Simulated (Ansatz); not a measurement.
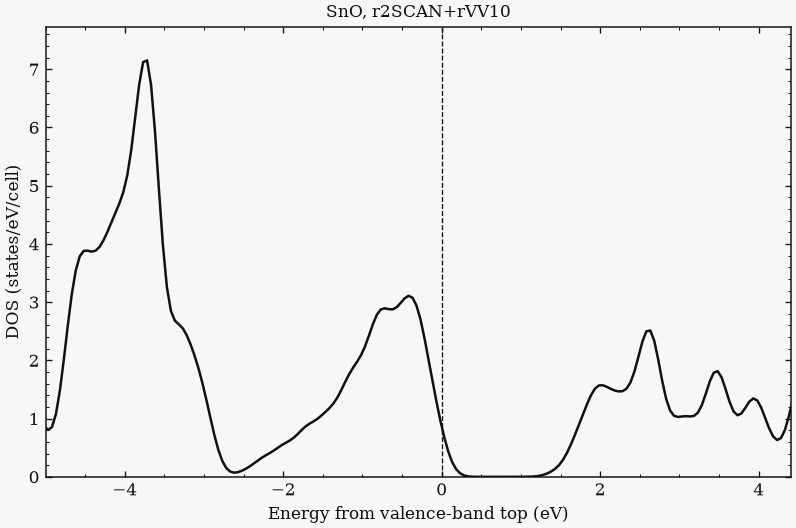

Density of states. Energies are counted from the top of the valence band. The curve is built from the levels of the k mesh with Gaussians 0.3 eV wide, which also blur the band edges.

System: SnO, space group P6_3mc, 4 atoms in the cell, wurtzite type; a = 3.28 Å, b = 3.28 Å, c = 8.76 Å, α = 90.00°, β = 90.00°, γ = 120.00°.

Ansatz 0.2.0; DFT, r2SCAN+rVV10, plane waves, PAW, no spin polarisation, 12×12×4 k mesh, 500 eV cutoff.

Q: Is there a gap at the Fermi level, and how wide?

A: There is a gap; over the k points computed it is 1.41 eV (indirect; the smallest direct gap is 1.65 eV).

Q: Where is the tallest peak of the filled states in the window?

A: Within the window shown, the tallest peak of the filled states lies 3.7 eV under the valence-band top, at about 7.2 states per eV and cell.
